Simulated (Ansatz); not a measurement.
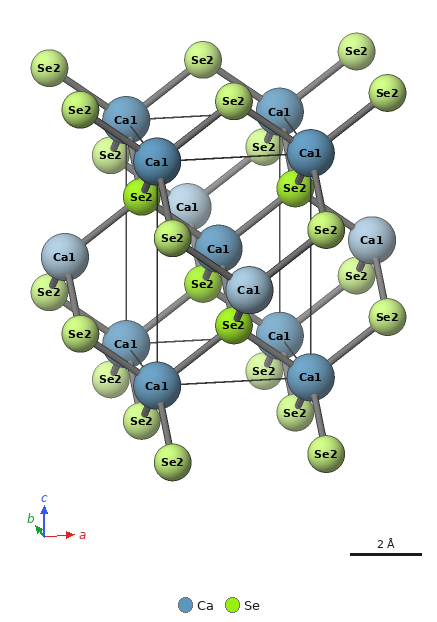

*The structure (ball-and-stick view of the cell 2 times as large as that of the calculation, set on its symmetry axes, seen slightly off an axis; neighbours outside the cell are drawn fainter; atoms are numbered from 1 in the order of the input).*

Near neighbours in the crystal (not all of them lie inside the picture): Ca has 4 Se at 2.75 Å; Se has 4 Ca at 2.75 Å.

# Run report: CaSe, band-structure calculation

System: CaSe (I-4m2, 2 atoms in the cell).
Method: DFT, PBE, plane waves, PAW, no spin polarisation (Ansatz 0.2.0).

The structure was built on a prototype by a generator. The geometry comes from this level: r2SCAN (a point of a series of strains). It belongs to a series of runs on one base structure; here: biaxial_xy strain -4.8%. Figures and captions count atoms from 1; the log counts them from 0 in places.

Input file:
```yaml
crystal:
  lattice:
    - [0.0, 3.1214865131, 3.2795613712]
    - [3.1214865131, 0.0, 3.2795613712]
    - [3.1214865131, 3.1214865131, 0.0]
  atoms:
    - { symbol: Ca, position: [0.0, 0.0, 0.0] }
    - { symbol: Se, position: [0.25, 0.25, 0.25] }
kpoints:
  mp_grid: { grid: [6, 6, 6] }
  band_path:
    path:
      - [0.0, 0.0, 0.0]
      - [-0.5, -0.5, 0.0]
      - [-0.375, -0.375, 0.25]
      - [-0.375, 0.0, 0.375]
      - [0.0, 0.0, 0.5]
      - [-0.5, -0.25, 0.25]
      - [-0.2625, 0.0, 0.2625]
    npoints: 1
hamiltonian:
  xc: pbe
scf:
  occupations: { method: fermi_dirac, width: 0.02 }
  n_extra_bands: 4
output:
  forces: true
  stress: true
  eigenvalues: true
```

What the program printed:
```
scf.n_extra_bands = 4 over 13 filled bands (N_el = 26.0): the run solves 17 bands
Engine: ansatz 0.2.0, aarch64-unknown-linux-gnu
Pseudopotentials: kind: paw
Pseudopotential: Ca, paw, valence charge 10, recommended cutoff 420 eV (normal), Ca.paw.azcp
Pseudopotential: Se, paw, valence charge 16, recommended cutoff 420 eV (normal), Se.paw.azcp
Functional definition: PBE
  parameter kappa = 0.804
  parameter beta = 0.06672455060314922
  exchange = pbe_x(kappa = kappa, mu = beta*pi^2/3)
  correlation = pbe_c(beta = beta)
Crystal: 2 atoms, lattice volume = 63.910 Å³
Basis set: ecut = 420 eV, 1267 PW (Γ), exchange–correlation on 64×64×60 points (8 copies of the dense FFT grid, shifted against one another)
Bands: 17, of which v1, the nominal top of the filled ones, is band 13 counted from 1 (12 counted from 0)
Symmetry: 8 space group operations
Space group: I-4m2 (ITA 119), of the structure as read, at distance tolerance 4.0e-5 Å
k-points: 30 of 216 (time reversal used)
Non-local potential: Ca, projectors of the file, l = 0: 3, l = 1: 2, l = 2: 2
Non-local potential: Se, projectors of the file, l = 0: 2, l = 1: 2, l = 2: 3, l = 3: 1
PAW form: soft (Blöchl's): semilocal exchange-correlation on the pseudo side does not see the compensation charge
PAW one-centre angular grid: Ca, 110 points (default); XC on 64 Gauss nodes
PAW one-centre angular grid: Se, 590 points (default); XC on 64 Gauss nodes
Initial density: superposition of atomic densities (neutral atoms: chi_scale 0, normalization atom), corrected by the library's trained network
Initial wavefunctions: pseudopotential atomic-orbital guess
Functional: x = pbe(κ = 0.804, μ = 0.2195149727645171), c = pbe(β = 0.06672455060314922)
SCF iter   1: F=—  HF=-7289.387342 eV  |F-HF|=—  |Δ(HF+E_count)|=         —  Δρ=9.36e-4  dr2=8.61e-4  ethr=1.77e-3  ⟨swp⟩=7.3  Hψ=3183  notcnv=0
preconditioner: auto → none  [insulator: Δε(μ)=3.403 eV  Ē_g=8.506 eV  σ=0.020 eV  W_gap=1.00  n_scr=14 (ndim 8)  ℏωp=13.1 eV  f_vac=0.157  D(μ)=0.00/eV (n_scr^D=0)  ε∞_Penn≈3.4]
SCF iter   2: F=—  HF=-7289.387503 eV  |F-HF|=—  |Δ(HF+E_count)|=   1.60e-4  Δρ=3.57e-4  dr2=1.10e-4  ethr=3.31e-6  ⟨swp⟩=2.0  Hψ=1259  notcnv=0
SCF iter   3: F=—  HF=-7289.387558 eV  |F-HF|=—  |Δ(HF+E_count)|=   5.49e-5  Δρ=1.93e-4  dr2=1.97e-5  ethr=4.25e-7  ⟨swp⟩=2.0  Hψ=910  notcnv=0
SCF iter   4: F=—  HF=-7289.387579 eV  |F-HF|=—  |Δ(HF+E_count)|=   2.14e-5  Δρ=6.65e-5  dr2=2.32e-6  ethr=7.57e-8  ⟨swp⟩=2.0  Hψ=599  notcnv=0
iter 5 did not close the SCF: its close was put off for the readings that it lacked (scf_convergence_deferred on its scf_iter line)
SCF iter   5: F=-7289.387585 eV  HF=-7289.387585 eV  |F-HF|=3.85e-8  |Δ(HF+E_count)|=   5.33e-6  Δρ=6.36e-6  dr2=1.80e-8  ethr=8.94e-9  ⟨swp⟩=2.0  Hψ=630  notcnv=0
SCF iter   6: F=-7289.387585 eV  HF=-7289.387585 eV  |F-HF|=1.18e-10  |Δ(HF+E_count)|=   5.51e-8  Δρ=1.44e-6  dr2=8.74e-10  ethr=6.90e-11  ⟨swp⟩=2.0  Hψ=1919  notcnv=0
SCF 1 converged in 6 iterations: F = -7289.387585 eV  dr2 = 8.74e-10
  greatest PAW one-centre occupation: 1.000 electrons in one spin orbital (limit 2), on the Se atom at site 1 (counted from 0), in its partial waves of l = 2
NSCF: frozen V_eff on 7 k-points
SCF converged after 6 iterations
Free energy (F): -7289.387585 eV
Harris-Foulkes:  -7289.387585 eV  (|F-HF|=1.18e-10)
Internal energy: -7289.387585 eV  (E = F + TS)
E sigma→0 (E₀):  -7289.387585 eV
Fermi energy:    5.685245 eV
--- Per-component energies (eV) ---
  E_band       = -565.316108
  E_kinetic    = 400.432108
  E_local      = -3684.964498  (includes V_loc(G=0)·N_el)
  E_nonlocal   = -533.226898
  E_hartree    = 1684.186244
  E_xc         = -243.556296
  E_vxc        = -272.095823  (∫ρ·V_xc dr)
  E_paw        = -2768.787690  (= ΣΔE_a)
  E_vpaw       = 156.166072  (= ΣTr[D̂ρ^β])
  E_aug_tail   = -0.000590  (compensation charges beyond the density's cutoff)
  E_ewald      = -2143.469966
  E_smearing   = -0.000000  (= −TS)
  E_closure    = -0.000000  (closes the sum)
  Σ components = -7289.387585   (vs F -7289.387585, Δ=0.00e0)
--- Forces (eV/Å), atoms counted from 1 ---
  atom   1  Ca     0.00000000    -0.00000000     0.00000000
  atom   2  Se    -0.00000000     0.00000000     0.00000000
  max |Σ_I F_I| component: 1.80e-16 eV/Å
--- Stress (GPa, compression-positive) ---
        4.496130       0.000000       0.000000
        0.000000       4.496130       0.000000
        0.000000       0.000000       4.505046
  P = ⅓ Tr σ = 4.4991 GPa (44.991 kbar)
--- Band table (eV; the first three rows and the last of 30) ---
  k-point 0: bands = ["-40.8383", "-40.8383", "-40.8365", "-40.8344", "-40.8326", "-34.8067", "-15.8517", "-15.8517", "-15.8417", "-6.5931", "3.6862", "3.7543", "3.7543", "7.3736", "9.3189", "9.6058", "11.5904"]
  k-point 1: bands = ["-40.8383", "-40.8382", "-40.8365", "-40.8344", "-40.8326", "-34.8058", "-15.8685", "-15.8535", "-15.8463", "-6.5084", "3.2984", "3.7287", "3.8003", "8.1846", "9.2189", "9.4359", "11.2525"]
  k-point 2: bands = ["-40.8383", "-40.8382", "-40.8365", "-40.8344", "-40.8326", "-34.8040", "-15.9049", "-15.8571", "-15.8521", "-6.3372", "2.7359", "3.7532", "3.8844", "9.1213", "9.3639", "9.4075", "10.3996"]
  k-point 29: bands = ["-40.8382", "-40.8382", "-40.8368", "-40.8344", "-40.8326", "-34.8024", "-15.9210", "-15.8705", "-15.8705", "-6.1488", "2.4135", "3.9585", "3.9585", "7.3633", "9.0574", "10.2604", "10.2604"]
```

File bands.tsv:
```
# k_distance	band_0	band_1	band_2	band_3	band_4	band_5	band_6	band_7	band_8	band_9	band_10	band_11	band_12	band_13	band_14	band_15	band_16
# fermi_ev = 5.685245
# lock_threshold_ev = 1e-6
# [0, 0, 0] at k_distance = 0.000000
# [-0.5, -0.5, 0] at k_distance = 0.957931
# [-0.375, -0.375, 0.25] at k_distance = 1.313761
# [-0.375, 0, 0.375] at k_distance = 1.925227
# [0, 0, 0.5] at k_distance = 2.536693
# [-0.5, -0.25, 0.25] at k_distance = 3.231416
# [-0.2625, 0, 0.2625] at k_distance = 3.687128
# levels_relative_to = fermi_ev
# free_energy_ev = -7289.387585
# largest_residual_norms_ev = 4.543e-4 5.174e-4 5.398e-4 5.289e-4 5.226e-4 4.954e-4 3.308e-4 3.393e-4 2.421e-4 6.500e-4 1.858e-3 1.393e-3 4.303e-4 1.145e-3 1.076e-3 9.802e-4 1.551e-3
0.000000	-46.523499	-46.523499	-46.521760	-46.519619	-46.517855	-40.491961	-21.536952	-21.536952	-21.526906	-12.278373	-1.999001	-1.930923	-1.930923	1.688341	3.633669	3.920526	5.905199
0.957931	-46.523416	-46.523416	-46.521999	-46.519627	-46.517827	-40.487616	-21.606270	-21.555794	-21.555794	-11.833998	-3.271699	-1.726705	-1.726705	1.678013	3.372176	4.575123	4.575123
1.313761	-46.523504	-46.523427	-46.521895	-46.519616	-46.517836	-40.487532	-21.600709	-21.564618	-21.551955	-11.840265	-2.948830	-2.290457	-1.719515	2.060644	3.468685	3.998745	5.092285
1.925227	-46.523709	-46.523437	-46.521679	-46.519591	-46.517861	-40.487115	-21.606879	-21.566922	-21.547372	-11.832491	-2.865242	-2.331066	-1.863066	2.053545	3.492819	3.990403	5.087101
2.536693	-46.523603	-46.523455	-46.521753	-46.519604	-46.517852	-40.488350	-21.608304	-21.544202	-21.540026	-11.935983	-3.152263	-1.925554	-1.763563	3.501591	3.878078	3.948025	4.396062
3.231416	-46.523602	-46.523417	-46.521806	-46.519605	-46.517846	-40.487266	-21.601047	-21.560678	-21.559711	-11.827983	-2.664681	-2.516141	-1.885878	2.014842	3.334935	4.337045	4.759430
3.687128	-46.523610	-46.523456	-46.521747	-46.519603	-46.517853	-40.488161	-21.593692	-21.562135	-21.541356	-11.921336	-2.786875	-2.306812	-1.855627	2.921768	3.399627	3.806621	5.211735
```

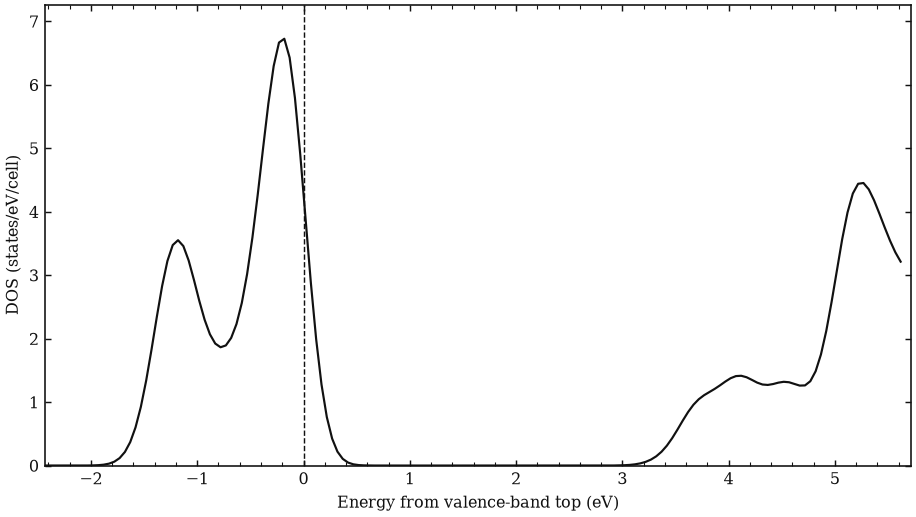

*Density of states (the curve is built from the levels of the k mesh with Gaussians 0.4 eV wide, which also blur the band edges), with energies from the valence-band top.*

There is a gap of 3.40 eV on the k-point mesh. Small ripples come from the finite k-point mesh.

Results in brief:

```json
{"quantity": "outcome", "value": "converged"}
{"quantity": "space group (tolerance 0.01 Å)", "value": "I-4m2 (119)"}
{"quantity": "electrons treated", "value": "26"}
{"quantity": "free energy", "value": "−7289.3876 eV"}
{"quantity": "Fermi energy", "value": "5.685 eV"}
{"quantity": "gap on the k-point mesh", "value": "3.40 eV"}
{"quantity": "pressure", "value": "4.50 GPa"}
{"quantity": "largest force (length of the vector)", "value": "under 0.001 eV/Å"}
{"quantity": "hardware", "value": "4 threads of an Arm (aarch64) CPU, shared host"}
{"quantity": "wall time", "value": "2.1 s (CPU time 7.5 s)"}
{"quantity": "peak memory", "value": "0.36 GiB"}
```
